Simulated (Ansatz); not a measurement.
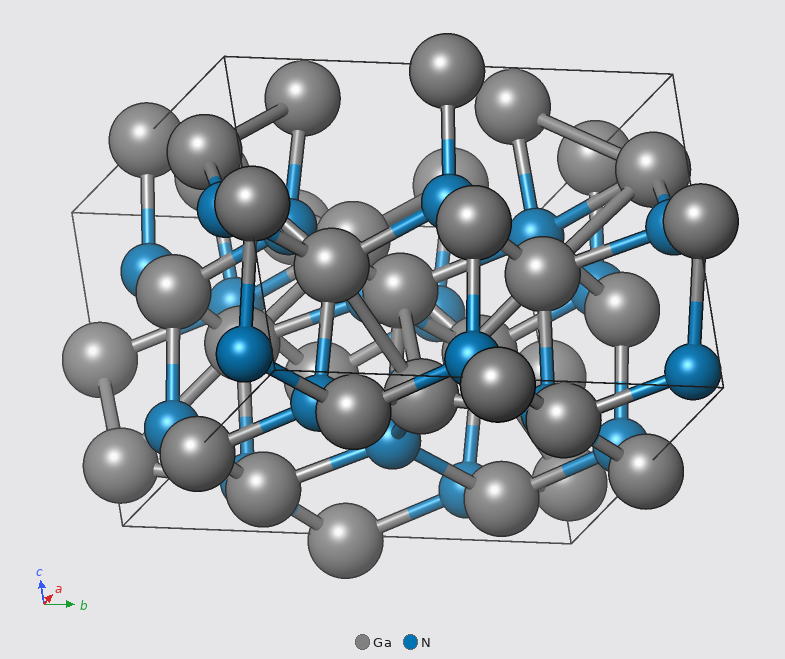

Ball-and-stick model, viewed from a general direction. The box is the conventional unit cell; atoms on or close to its faces, edges and corners are drawn wherever they repeat.

Give a description of the structure.

The solid is Ga$_{9}$N$_{8}$. The structure has Cm (No. 8) symmetry and a base-centred monoclinic lattice. Content of the cell: 18 Ga, 16 N (Z = 2). Neighbours within bonding distance: Ga 4 to 9 (mean 5.7) and N 4 to 5 (mean 4.4).

The starting point was a structure listed in the Materials Project, repeated into a supercell with a point defect put in. The cell was then strained or its atoms displaced on purpose. It was the input of a calculation with Ansatz.
